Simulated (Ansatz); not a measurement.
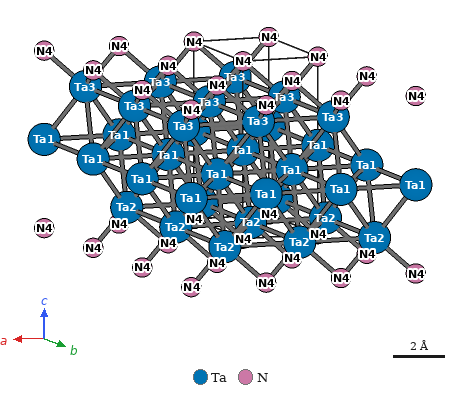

Reference structure: a symmetric starting cell of Ta₃N. Style: ball-and-stick. Shown: the cell of the calculation, repeated 3 × 3 × 1 with one cell outlined, from a free direction.

All numbers below come from DFT PBEsol, scalar-relativistic, plane waves, PAW (Ansatz). Settings: plane-wave cutoff 420 eV; k-point mesh 15 × 15 × 6; occupations gaussian; smearing width 0.1 eV; no spin polarisation.

Change: The cell is strained by +3.5 % along c and −2.5 % across it (volume −1.6 %) and the Ta atoms are displaced by 0.37 Å relative to the cell: Ta2 0.37 Å along +c. No relaxation follows. The starting cell wasn't computed here and needn't be at equilibrium, so pressure and forces aren't due to the change alone.

The input:
```yaml
crystal:
  lattice:
    - [2.9568732218, 0.0, 0.0]
    - [-1.4784366109, 2.5607273259, 0.0]
    - [0.0, 0.0, 7.7886104156]
  atoms:
    - { symbol: Ta, position: [0.0, 0.0, 0.5] }
    - { symbol: Ta, position: [0.33333333, 0.66666667, 0.2209192282] }
    - { symbol: Ta, position: [0.66666667, 0.33333333, 0.7790807718] }
    - { symbol: "N", position: [0.0, 0.0, 0.0] }
basis:
  ecutwfc: 420
kpoints:
  mp_grid: { grid: [15, 15, 6] }
hamiltonian:
  xc: pbesol
scf:
  occupations: { method: gaussian, width: 0.1 }
output:
  forces: true
  stress: true
  eigenvalues: true
  populations: true
```

Run as
```bash
ansatz run input.yaml --threads 1 --pin off --max-ram 1331MiB --backend cpu --events-out ev --progress --plain --runs-dir out
```

Q: What does the calculation give for the changed structure?

A: Near-neighbour distances before and after: Ta–Ta 3.014 → 2.764 Å, N–Ta 2.186 → 2.424 Å, Ta–Ta 3.032 → 2.957 Å. The space group stays P-3m1 (No. 164). The pressure is −0.4 GPa (not all of it need come from the change, since the unchanged cell can be under pressure at this level too). The principal stresses (compression positive) are −15.4 GPa along c and 7.1 GPa across it. The largest forces, 5.7 eV/Å, act on Ta2 and Ta3; on Ta2 it points along −c. The forces point straight back along the displacements (cosine −1.00).

Drawn alike, the variant:

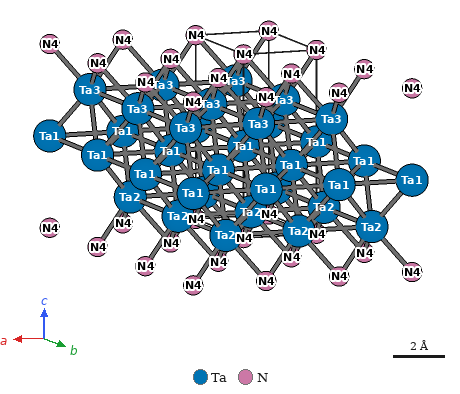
